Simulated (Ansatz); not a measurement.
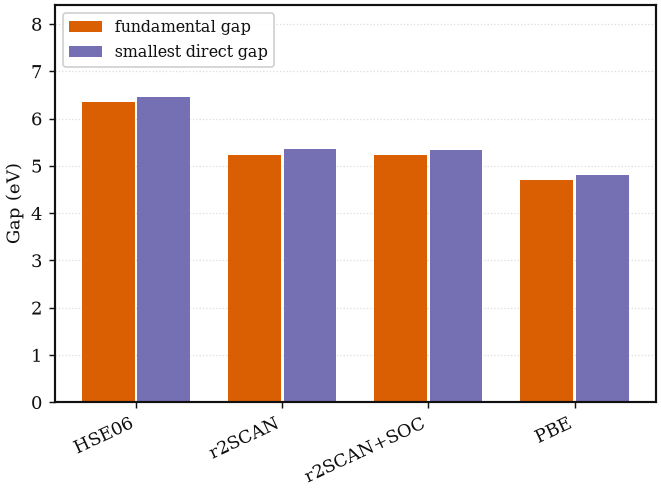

Gaps of HfO2, space group P4_2/nmc, 6 atoms in the cell, hydrostatic strain −1.0%, at several levels of theory on one cell (Ansatz, plane waves and PAW; edges over the mesh and the special points).

How does the gap depend on the level, and does its kind change?

In rising order: PBE 4.69 eV, r2SCAN 5.23 eV, r2SCAN+SOC 5.23 eV and HSE06 6.35 eV. It is indirect at every level.
